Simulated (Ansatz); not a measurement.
Start from this file.

```cif
data_structure
_symmetry_space_group_name_H-M 'C 2/m'
_symmetry_Int_Tables_number 12
_cell_length_a 3.3382
_cell_length_b 4.5801
_cell_length_c 2.8199
_cell_angle_alpha 90.000
_cell_angle_beta 125.441
_cell_angle_gamma 90.000
_cell_volume 35.13
loop_
_atom_site_label
_atom_site_type_symbol
_atom_site_symmetry_multiplicity
_atom_site_Wyckoff_symbol
_atom_site_fract_x
_atom_site_fract_y
_atom_site_fract_z
_atom_site_occupancy
Zn1 Zn 2 a 0.00000 0.00000 0.00000 1
```

Summarise the structure in words.

Answer. The element is zinc. Strictly the space group is C2/m (No. 12, within 0.01 Å). It is a distorted form of a body-centred cubic structure, space group Im-3m (No. 229) within 0.25 Å: body-centred cubic (W type). The cell holds two atoms. The neighbours of Zn are eight Zn in a cubic arrangement at 2.82 to 2.86 Å. The bonds build a three-dimensional framework.

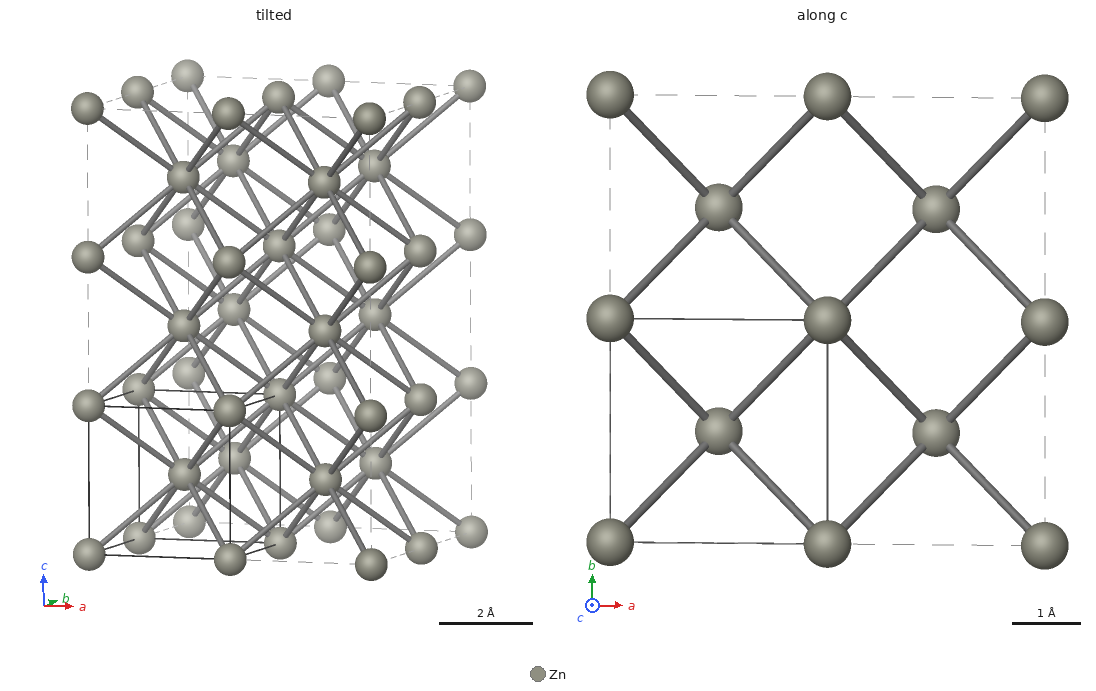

Ball-and-stick representation of a periodic structure, projected slightly off an axis and along the c axis. Shown are 2×2×3 repeats of the drawn cell (a repeat of the simulation cell), one of them outlined in solid lines.

The starting point was a structure listed in the Materials Project. The cell was then strained or its atoms displaced on purpose. It was run through Ansatz as a DFT input.

At this level of theory the cell isn't at rest (stretched, at -6 GPa), so its distances can differ from those at equilibrium, the more so the softer the solid.
